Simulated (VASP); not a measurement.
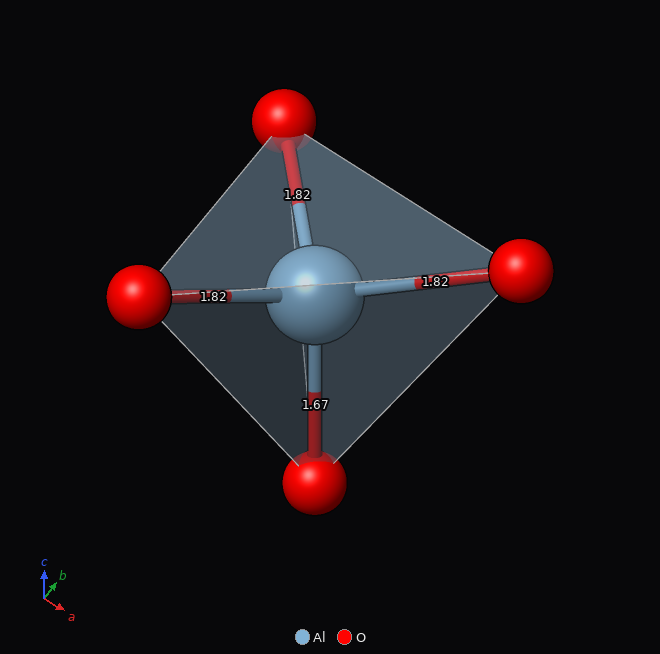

The AlO4 unit about Al in Al₂O₃. Source: coordinates from a relaxation with VASP Kohn-Sham DFT of a periodic cell, r2SCAN, VASP PAW PBE potentials, recommended in VASP 6.6.1.

Al2O3, space group P-3m1 (No. 164), a = 2.984 Å, b = 2.984 Å, c = 7.503 Å, α = 90.00°, β = 90.00°, γ = 120.00°

```json
{"site": "Al", "Wyckoff": "2c", "x": "0.0000", "y": "0.0000", "z": "0.7221"}
{"site": "O1", "Wyckoff": "1b", "x": "0.0000", "y": "0.0000", "z": "0.5000"}
{"site": "O2", "Wyckoff": "2d", "x": "0.6667", "y": "0.3333", "z": "0.7992"}
```

> Compute the usual distortion measures of this polyhedron.

It is closest to the tetrahedron.

| measure | value |
| --- | --- |
| mean bond length | 1.780 Å |
| bond-length distortion index (Baur) | 0.032 |
| effective coordination number (Hoppe) | 3.81 |
| shape measure against the tetrahedron | 0.15 |
| shape measure against the see-saw | 9.36 |
| centre off the ligands' centroid by | 0.02 Å |
| polyhedral volume | 2.88 Å³ |
| quadratic elongation | 1.003 |
| bond-angle variance | 0.9 deg² |
| τ4 | 0.99 |
